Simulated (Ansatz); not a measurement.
## Electronic structure of Sn$_{4}$O (slab) in real space

Input

```
crystal:
  lattice:
    - [3.4135078676, 0.0, 0.0]
    - [0.3483379192, 3.3956879504, 0.0]
    - [0.0, 0.0, 25.861735772]
  atoms:
    - { symbol: Sn, position: [0.5, 0.5, 0.3286709011] }
    - { symbol: Sn, position: [0.0, 0.0, 0.4171121904] }
    - { symbol: Sn, position: [0.5, 0.5, 0.5111548528] }
    - { symbol: Sn, position: [0.0, 0.0, 0.5944038012] }
    - { symbol: O, position: [0.0, 0.0, 0.6740581608] }
basis:
  ecutwfc: 420
kpoints:
  mp_grid: { grid: [9, 9, 1] }
hamiltonian:
  xc: pbesol
scf:
  occupations: { method: gaussian, width: 0.1 }
output:
  forces: true
  eigenvalues: true
  write_density: true
  write_potential: true
  elf: true
  volumetric_format: npy
relax:
  adjacent_minimum: "off"
  f_tol: 0.03
  max_steps: 70
  constraints: [{ sites: [0, 1] }]
efield:
  axis: 3
  dipole_correction: true
  ramp_width: 0.04
```

Run with:

```sh
ansatz run input.yaml --threads 1 --pin off --max-ram 2560MiB --backend cpu --events-out ev --progress --plain --runs-dir out
```

The fields are those of the relaxed geometry.

These are results of Ansatz, DFT PBEsol, scalar-relativistic, plane waves, PAW, not measurements.

In a PAW calculation such maps are meaningful between the atoms, not at the nuclei.

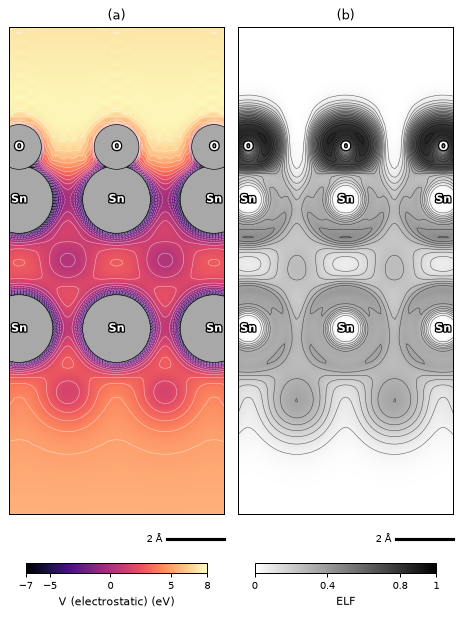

Figure 1. (a) electrostatic potential (local pseudopotential plus Hartree) felt by an electron; (b) electron localisation function on the (010) plane of the calculation cell, a cut from vacuum to vacuum. Grey discs cover the atomic cores in the potential map.

Question: Interpret the plot.

Answer: The plane passes through Sn and O nuclei. Sn–O (1.84 Å): the ELF peaks at about 0.70 in the valence shell of O, 0.6 Å from its nucleus, and is about 0.30 at the midpoint. The ELF also peaks beside O, away from the bonds: lone-pair regions.

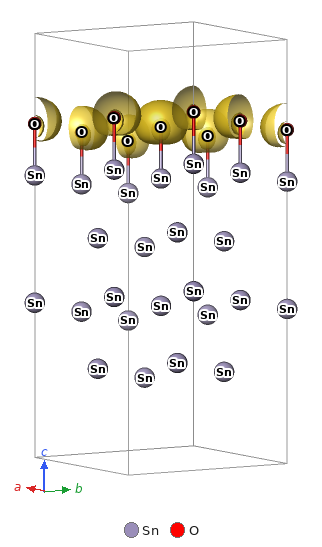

Figure 2. Isosurface of the electron localisation function at 0.7 (yellow), seen at an oblique angle. Only the valence region is drawn (cores and ρ < 0.01 e/Å³ removed). Sticks mark near contacts.

Question: Identify the bonds, lone pairs and shells in this picture.

Answer: The surface consists of one region wrapped around O (its valence shell), counted in one cell of 5 atoms. Counts are for one cell; the picture repeats the cell along the surface.

Question: Does the calculation give a band gap?

Answer: It is metallic or semimetallic at this level of theory: no gap opens.
